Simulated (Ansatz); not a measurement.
# Zn: geometry relaxation (part 2 of 2)

Continued. System: Zn (P6₃/mmc, 2 atoms in the cell). Method: DFT PBEsol, scalar-relativistic, plane waves, PAW, no spin polarisation (Ansatz 0.2.0); cutoff 420 eV, 18×18×8 k-mesh, Gaussian smearing of 0.1 eV. The structure derives from an entry of the Crystallography Open Database.

Geometry of the input (Å; fractional positions):
```
2.6700  0.0000  0.0000
-1.3350  2.3123  0.0000
0.0000  0.0000  4.9660
Zn 0.3333  0.6667  0.2500
Zn 0.6667  0.3333  0.7500
```

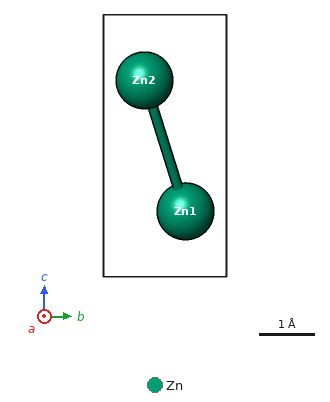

Figure 1. The geometry at step 2 of the log (ball-and-stick view of the cell of the calculation, along the a axis; atoms are numbered from 1 in the order of the input).

What the program printed, continued
```
SCF iter   1: F=—  HF=-6561.813773 eV  |F-HF|=—  |Δ(HF+E_count)|=         —  Δρ=2.99e-4  dr2=2.04e-5  ethr=8.83e-8  ⟨swp⟩=3.1  Hψ=19717  notcnv=0
preconditioner: auto → none  [metal: Δε(μ)=0.052 eV  Ē_g=13.554 eV  σ=0.100 eV  W_gap=0.29  n_scr=4 (ndim 8)  ℏωp=34.2 eV  f_vac=0.000  D(μ)=0.47/eV (n_scr^D=2)]
SCF iter   2: F=—  HF=-6561.813770 eV  |F-HF|=—  |Δ(HF+E_count)|=   3.06e-6  Δρ=1.51e-4  dr2=2.95e-6  ethr=8.51e-8  ⟨swp⟩=2.0  Hψ=5019  notcnv=0
SCF iter   3: F=—  HF=-6561.813768 eV  |F-HF|=—  |Δ(HF+E_count)|=   1.84e-6  Δρ=5.20e-5  dr2=7.07e-7  ethr=1.23e-8  ⟨swp⟩=2.0  Hψ=5086  notcnv=0
SCF iter   4: F=-6561.813768 eV  HF=-6561.813768 eV  |F-HF|=1.72e-9  |Δ(HF+E_count)|=   1.72e-7  Δρ=1.14e-5  dr2=2.30e-8  ethr=8.33e-10  ⟨swp⟩=9.8  Hψ=24801  notcnv=0
SCF 4 converged in 4 iterations: F = -6561.813768 eV  dr2 = 2.30e-8
relax step   4: F+E_penalty+E_count = -6561.81376779 eV  Δ(F+E_penalty+E_count) = -1.874e-4 eV  max|allowed force component| = 1.480e-16 eV/Å  Δτ_max = 0.0000 Å  P = +0.017 GPa  Ω = 28.349 Å³  energy of the carried Pulay correction = +1.404e-3 eV  (4 SCF iters, dr2 threshold 2.00e-7 eV, accepted)
Crystal: 2 atoms, lattice volume = 28.467 Å³
iter 1 solved again at ethr=8.83e-7 eV; its pass at ethr=3.10e-3 eV (dr2=2.12e-4 eV) is discarded
SCF iter   1: F=—  HF=-6561.814159 eV  |F-HF|=—  |Δ(HF+E_count)|=         —  Δρ=7.95e-4  dr2=1.88e-4  ethr=8.83e-7  ⟨swp⟩=2.1  Hψ=20574  notcnv=0
preconditioner: auto → none  [metal: Δε(μ)=0.017 eV  Ē_g=13.540 eV  σ=0.100 eV  W_gap=0.10  n_scr=4 (ndim 8)  ℏωp=34.1 eV  f_vac=0.000  D(μ)=0.47/eV (n_scr^D=2)]
SCF iter   2: F=—  HF=-6561.814116 eV  |F-HF|=—  |Δ(HF+E_count)|=   4.27e-5  Δρ=3.84e-4  dr2=3.34e-5  ethr=7.82e-7  ⟨swp⟩=1.0  Hψ=2960  notcnv=0
SCF iter   3: F=—  HF=-6561.814114 eV  |F-HF|=—  |Δ(HF+E_count)|=   2.69e-6  Δρ=1.90e-4  dr2=5.77e-6  ethr=1.39e-7  ⟨swp⟩=2.0  Hψ=5011  notcnv=0
SCF iter   4: F=—  HF=-6561.814110 eV  |F-HF|=—  |Δ(HF+E_count)|=   3.46e-6  Δρ=4.45e-5  dr2=2.56e-7  ethr=2.40e-8  ⟨swp⟩=2.0  Hψ=5075  notcnv=0
SCF iter   5: F=-6561.814110 eV  HF=-6561.814110 eV  |F-HF|=1.54e-8  |Δ(HF+E_count)|=   2.67e-8  Δρ=8.76e-6  dr2=1.83e-8  ethr=8.33e-10  ⟨swp⟩=9.6  Hψ=24189  notcnv=0
SCF 5 converged in 5 iterations: F = -6561.814110 eV  dr2 = 1.83e-8
relax step   5: F+E_penalty+E_count = -6561.81411019 eV  Δ(F+E_penalty+E_count) = -3.424e-4 eV  max|allowed force component| = 1.850e-17 eV/Å  Δτ_max = 0.0000 Å  P = +0.035 GPa  Ω = 28.467 Å³  energy of the carried Pulay correction = +1.297e-3 eV  (5 SCF iters, dr2 threshold 2.00e-7 eV, accepted)
Crystal: 2 atoms, lattice volume = 28.496 Å³
iter 1 solved again at ethr=2.06e-8 eV; its pass at ethr=3.10e-3 eV (dr2=4.93e-6 eV) is discarded
SCF iter   1: F=—  HF=-6561.814108 eV  |F-HF|=—  |Δ(HF+E_count)|=         —  Δρ=1.33e-4  dr2=5.68e-6  ethr=2.06e-8  ⟨swp⟩=3.1  Hψ=20178  notcnv=0
preconditioner: auto → none  [metal: Δε(μ)=0.045 eV  Ē_g=13.534 eV  σ=0.100 eV  W_gap=0.25  n_scr=4 (ndim 8)  ℏωp=34.1 eV  f_vac=0.000  D(μ)=0.46/eV (n_scr^D=2)]
SCF iter   2: F=—  HF=-6561.814103 eV  |F-HF|=—  |Δ(HF+E_count)|=   4.22e-6  Δρ=7.47e-5  dr2=9.71e-7  ethr=2.06e-8  ⟨swp⟩=2.6  Hψ=5465  notcnv=0
SCF iter   3: F=—  HF=-6561.814103 eV  |F-HF|=—  |Δ(HF+E_count)|=   2.10e-7  Δρ=3.37e-5  dr2=2.63e-7  ethr=4.05e-9  ⟨swp⟩=2.0  Hψ=4954  notcnv=0
SCF iter   4: F=-6561.814103 eV  HF=-6561.814103 eV  |F-HF|=6.37e-11  |Δ(HF+E_count)|=   1.03e-7  Δρ=6.47e-6  dr2=4.56e-9  ethr=5.99e-11  ⟨swp⟩=6.6  Hψ=20366  notcnv=0
SCF 6 converged in 4 iterations: F = -6561.814103 eV  dr2 = 4.56e-9
relax step   6: F+E_penalty+E_count = -6561.81410313 eV  Δ(F+E_penalty+E_count) = +7.052e-6 eV  max|allowed force component| = 1.480e-16 eV/Å  Δτ_max = 0.0000 Å  P = +0.016 GPa  Ω = 28.496 Å³  energy of the carried Pulay correction = +1.274e-3 eV  (4 SCF iters, dr2 threshold 1.44e-8 eV, accepted)
Initial wavefunctions: pseudopotential atomic-orbital guess (no wavefunctions were taken with the density)
iter 1 solved again at ethr=1.89e-9 eV; its pass at ethr=3.10e-3 eV (dr2=4.53e-7 eV) is discarded
SCF iter   1: F=—  HF=-6561.812938 eV  |F-HF|=—  |Δ(HF+E_count)|=         —  Δρ=1.29e-4  dr2=1.40e-6  ethr=1.89e-9  ⟨swp⟩=4.0  Hψ=25274  notcnv=0
eigensolver tolerance schedule calibrated: the retry pair's looser diagonalisation under-reported the residual by θ = 0.68 (0.11/decade); ethr = c·dr2/N_el runs at the constant in force after the calibration composes with the one it found (an armed cap, an earlier calibration), c = 8.5e-2
SCF iter   2: F=—  HF=-6561.812935 eV  |F-HF|=—  |Δ(HF+E_count)|=   3.93e-6  Δρ=1.91e-4  dr2=4.89e-6  ethr=1.89e-9  ⟨swp⟩=3.4  Hψ=6885  notcnv=0
SCF iter   3: F=—  HF=-6561.812935 eV  |F-HF|=—  |Δ(HF+E_count)|=   7.29e-9  Δρ=4.85e-5  dr2=4.02e-7  ethr=1.89e-9  ⟨swp⟩=2.1  Hψ=5255  notcnv=0
SCF iter   4: F=—  HF=-6561.812934 eV  |F-HF|=—  |Δ(HF+E_count)|=   4.95e-7  Δρ=5.59e-6  dr2=2.98e-9  ethr=1.42e-9  ⟨swp⟩=2.0  Hψ=5194  notcnv=0
SCF iter   5: F=—  HF=-6561.812934 eV  |F-HF|=—  |Δ(HF+E_count)|=   2.30e-9  Δρ=2.79e-7  dr2=1.79e-11  ethr=1.00e-12  ⟨swp⟩=4.8  Hψ=16682  notcnv=0
SCF iter   6: F=-6561.812934 eV  HF=-6561.812934 eV  |F-HF|=0.00e0  |Δ(HF+E_count)|=  2.36e-11  Δρ=2.06e-8  dr2=3.68e-14  ethr=1.00e-12  ⟨swp⟩=5.7  Hψ=13663  notcnv=0
SCF 7 converged in 6 iterations: F = -6561.812934 eV  dr2 = 3.68e-14
relax step   7: F+E_penalty+E_count = -6561.81293407 eV  Δ(F+E_penalty+E_count) = +1.169e-3 eV  max|allowed force component| = 1.110e-16 eV/Å  Δτ_max = 0.0000 Å  P = +0.002 GPa  Ω = 28.496 Å³  stress off target by 8.78e-3 GPa  SCF on the basis re-selected at this cell (its energy is not comparable with the rows above)  (6 SCF iters)
basis re-selected at this cell: Δ(F+E_penalty+E_count) = +1.169e-3 eV, ΔP = -0.014 GPa vs the last step (what re-selecting the basis moved, of the pressure what is left beyond the Pulay correction that the steps carried, after the strain that the cell walked since its last selection, with what the two solves' SCF thresholds leave and, on support functions, any second-order correction that the steps lacked; it is no measure of the basis error at this ecutwfc). This SCF's stress stands 8.78e-3 GPa from its target on what of the cell is left free (relax.cell.stress_tol is 5.00e-2 GPa) and its largest allowed force component is 1.11e-16 eV/Å (relax.f_tol is 5.00e-3 eV/Å): within both
SCF converged after 6 iterations
Free energy (F): -6561.812934 eV
Harris-Foulkes:  -6561.812934 eV  (|F-HF|=0.00e0)
Internal energy: -6561.810649 eV  (E = F + TS)
E sigma→0 (E₀):  -6561.811791 eV
Entropy (-TS):   -0.002285 eV (-1.143 meV/atom)
Fermi energy:    12.001092 eV
--- Per-component energies (eV) ---
  E_band       = 113.528531
  E_kinetic    = 263.632401
  E_local      = -2994.345281  (includes V_loc(G=0)·N_el)
  E_nonlocal   = 1222.435856
  E_hartree    = 1254.660596
  E_xc         = -273.621050
  E_vxc        = -107.883854  (∫ρ·V_xc dr)
  E_paw        = -3574.296571  (= ΣΔE_a)
  E_vpaw       = -779.631065  (= ΣTr[D̂ρ^β])
  E_aug_tail   = -0.000724  (compensation charges beyond the density's cutoff)
  E_ewald      = -2461.870587
  E_core_change = 1.594710  (= ΣΔE_core)
  E_smearing   = -0.002285  (= −TS)
  E_closure    = -0.000000  (closes the sum)
  Σ components = -6561.812934   (vs F -6561.812934, Δ=0.00e0)
--- Forces (eV/Å), atoms counted from 1 ---
  atom   1  Zn     0.00000000    -0.00000000    -0.00000000
  atom   2  Zn    -0.00000000     0.00000000     0.00000000
  max |Σ_I F_I| component: 7.40e-17 eV/Å
--- Stress (GPa, compression-positive) ---
       -0.001806      -0.000000      -0.000000
       -0.000000      -0.001806      -0.000000
       -0.000000      -0.000000       0.008785
  P = ⅓ Tr σ = 0.0017 GPa (0.017 kbar)
--- Band table (eV; the first three rows and the last of 185) ---
  k-point 0: bands = ["0.9247", "2.9483", "3.7776", "4.0596", "4.0596", "4.1127", "4.1127", "4.5189", "4.5189", "4.7366", "4.7366", "7.8112", "8.7093", "25.3915", "29.1612", "30.4213"]
  k-point 1: bands = ["1.0210", "2.9310", "3.7797", "4.0587", "4.0587", "4.1084", "4.1084", "4.5301", "4.5301", "4.7306", "4.7306", "6.6841", "10.0533", "23.8142", "30.5191", "30.5191"]
  k-point 2: bands = ["1.3026", "2.8588", "3.7944", "4.0580", "4.0580", "4.0972", "4.0972", "4.5602", "4.5602", "4.7126", "4.7126", "5.4550", "11.9519", "21.2875", "30.8055", "30.8055"]
  k-point 184: bands = ["3.7720", "3.7720", "3.8748", "3.8748", "4.0676", "4.0676", "4.2830", "4.2830", "4.7185", "4.7185", "12.8868", "12.8868", "13.7518", "13.7518", "14.3935", "14.3935"]
--- Relaxed structure (6 steps of the walk, 6 accepted, 1 SCFs on fresh bases) ---
  F+E_penalty+E_count = -6561.81293407 eV   max|allowed force component| = 1.110e-16 eV/Å   (the final SCF, on the basis selected at the relaxed cell)
  cell:  # Å, volume = 28.4962 Å³
    - [2.592680794714736, -7.035711683489662e-33, -6.873125303063606e-33]
    - [-1.296340397357368, 2.2453274321269885, 5.908410025214286e-34]
    - [-1.237605604843003e-32, -6.111632616508655e-33, 4.895067064277705]
  atoms:
    - { symbol: Zn, position: [0.33333333333333337, 0.6666666666666667, 0.25] }
    - { symbol: Zn, position: [0.6666666666666665, 0.33333333333333337, 0.75] }
```

Trajectory as extended XYZ (Å, eV, eV/Å), 7 frames, from step=1 to step=7
```
2
Lattice="2.6700 0.0000 0.0000 -1.3350 2.3123 0.0000 0.0000 0.0000 4.9660" Properties=species:S:1:pos:R:3:forces:R:3 step=1 energy=-6561.76752 pressure_GPa=-5.83
Zn    0.0000    1.5415    1.2415    0.0000   0.0000   0.0000
Zn    1.3350    0.7708    3.7245    0.0000   0.0000   0.0000
2
Lattice="2.6222 0.0000 0.0000 -1.3111 2.2709 0.0000 0.0000 0.0000 4.8330" Properties=species:S:1:pos:R:3:forces:R:3 step=2 energy=-6561.81117 pressure_GPa=-1.42
Zn    0.0000    1.5140    1.2083    0.0000   0.0000   0.0000
Zn    1.3111    0.7570    3.6248    0.0000   0.0000   0.0000
2
Lattice="2.6054 0.0000 0.0000 -1.3027 2.2564 0.0000 0.0000 0.0000 4.8082" Properties=species:S:1:pos:R:3:forces:R:3 step=3 energy=-6561.81358 pressure_GPa=0.22
Zn    0.0000    1.5043    1.2020    0.0000   0.0000   0.0000
Zn    1.3027    0.7521    3.6061    0.0000   0.0000   0.0000
2
Lattice="2.6050 0.0000 0.0000 -1.3025 2.2560 0.0000 0.0000 0.0000 4.8239" Properties=species:S:1:pos:R:3:forces:R:3 step=4 energy=-6561.81377 pressure_GPa=0.02
Zn    0.0000    1.5040    1.2060    0.0000   0.0000   0.0000
Zn    1.3025    0.7520    3.6179    0.0000   0.0000   0.0000
2
Lattice="2.5940 0.0000 0.0000 -1.2970 2.2464 0.0000 0.0000 0.0000 4.8853" Properties=species:S:1:pos:R:3:forces:R:3 step=5 energy=-6561.81411 pressure_GPa=0.03
Zn    0.0000    1.4976    1.2213    0.0000   0.0000   0.0000
Zn    1.2970    0.7488    3.6640    0.0000   0.0000   0.0000
2
Lattice="2.5927 0.0000 0.0000 -1.2963 2.2453 0.0000 0.0000 0.0000 4.8951" Properties=species:S:1:pos:R:3:forces:R:3 step=6 energy=-6561.81410 pressure_GPa=0.02
Zn    0.0000    1.4969    1.2238    0.0000   0.0000   0.0000
Zn    1.2963    0.7484    3.6713    0.0000   0.0000   0.0000
2
Lattice="2.5927 0.0000 0.0000 -1.2963 2.2453 0.0000 0.0000 0.0000 4.8951" Properties=species:S:1:pos:R:3:forces:R:3 step=7 energy=-6561.81293 pressure_GPa=0.00
Zn    0.0000    1.4969    1.2238    0.0000   0.0000   0.0000
Zn    1.2963    0.7484    3.6713    0.0000   0.0000   0.0000
```

Key numbers

```csv
quantity,value
outcome,converged
space group (tolerance 0.01 Å),P6₃/mmc (194)
electrons treated,24
free energy,−6561.8129 eV
Fermi energy,12.001 eV
gap on the k-point mesh,none (metallic)
pressure,0.00 GPa
final volume,28.50 Å³
largest force (length of the vector) at the end,under 0.001 eV/Å
final cell,"a = 2.593 Å, b = 2.593 Å, c = 4.895 Å, α = 90.00°, β = 90.00°, γ = 120.00°"
hardware,"1 thread of Intel Xeon @ 2.50GHz (Skylake/Cascade Lake), 128 GiB of memory available, shared host"
wall time,45 s
peak memory,0.52 GiB
```
